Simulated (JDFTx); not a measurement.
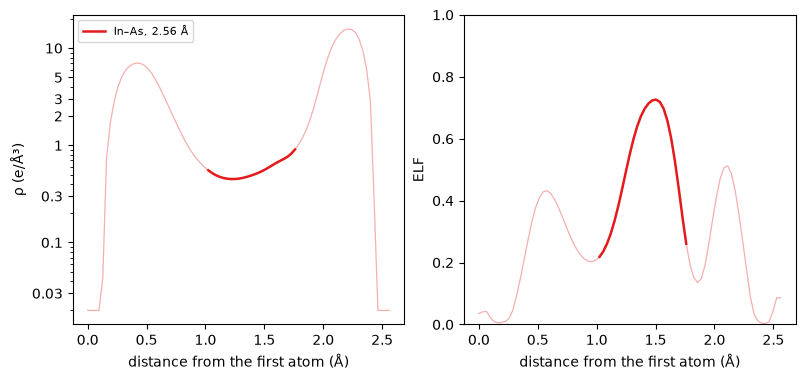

The picture shows: InAs. Valence electron density and electron localisation function along straight lines between neighbouring atoms. Thin, pale parts lie inside the atomic spheres.

Space group F-43m; computed pressure about 6 GPa in this cell.

Method: Kohn-Sham DFT of a periodic cell, PBEsol, PseudoDojo-SR-PBEsol-0.4.1-standard in JDFTx.

Core electrons are replaced by pseudopotentials, and the valence fields are smoothed inside the atomic spheres.

```xyz
8
Lattice="5.9128 0.0000 0.0000 0.0000 0.0000 -5.9128 0.0000 5.9128 0.0000" Properties=species:S:1:pos:R:3 pbc="T T T"
In    2.9564    0.0000   -2.9564
In    0.0000    2.9564   -2.9564
In    0.0000    0.0000    0.0000
In    2.9564    2.9564    0.0000
As    4.4346    1.4782   -4.4346
As    1.4782    4.4346   -4.4346
As    1.4782    1.4782   -1.4782
As    4.4346    4.4346   -1.4782
```

### What can be read from the curves?

In–As (2.56 Å): ρ at the midpoint is about 0.45 e/Å³; the ELF peaks at about 0.75 between the atoms.
